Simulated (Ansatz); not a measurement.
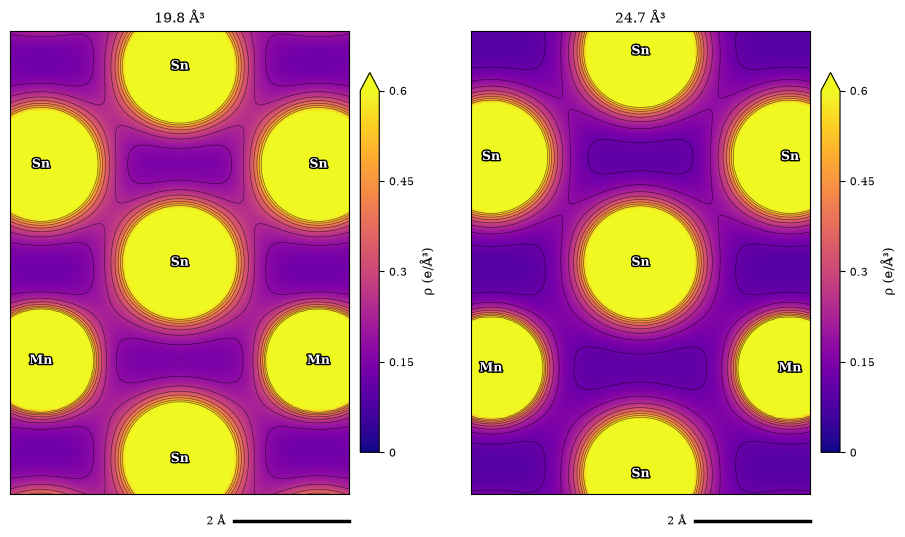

MnSn3. The valence pseudo-density of cells scaled evenly to different volumes (given per atom above each panel), on the (11̄0) plane of each (indices in the axes of the cell below), at one length scale and on one colour scale.

Started from the BiF3 (D0_3) prototype, which need not be the ambient phase; spin-polarised.

Computed with DFT PBE, scalar-relativistic, plane waves, PAW (Ansatz).

The largest cell:

```
Sn Mn
1.0
     0.00000    3.66844    3.66844
     3.66844    0.00000    3.66844
     3.66844    3.66844    0.00000
Sn Mn
3 1
Direct
  0.25000 0.25000 0.25000
  0.75000 0.75000 0.75000
  0.50000 0.50000 0.50000
  0.00000 0.00000 0.00000
```

| volume (Å³/atom) | Sn–Sn contact in the plane (Å) | ρ at its midpoint (e/Å³) | pressure (GPa) | largest moment (μB) | 
| --- | --- | --- | --- | --- |
| 19.75 | 2.949 | 0.252 | 17.9 | 3.44 | 
| 22.71 | 3.090 | ? | ? | ? | 
| 24.68 | 3.177 | 0.182 | 0.0 | 4.13 | 

What values belong in the row with question marks?

Answer. Over the known rows ln ρ falls by 1.43 per Å of Sn–Sn distance (the line through the two), which gives 0.206 e/Å³ at 3.090 Å; the calculation gives 0.206 e/Å³. For the pressure, a straight line in volume between the neighbouring rows gives 7.2 GPa; the calculation gives 4.8, lower because pressure rises ever faster on compression. For the largest moment, a straight line in volume between the neighbouring rows gives 3.85 μB; the calculation gives 3.91.
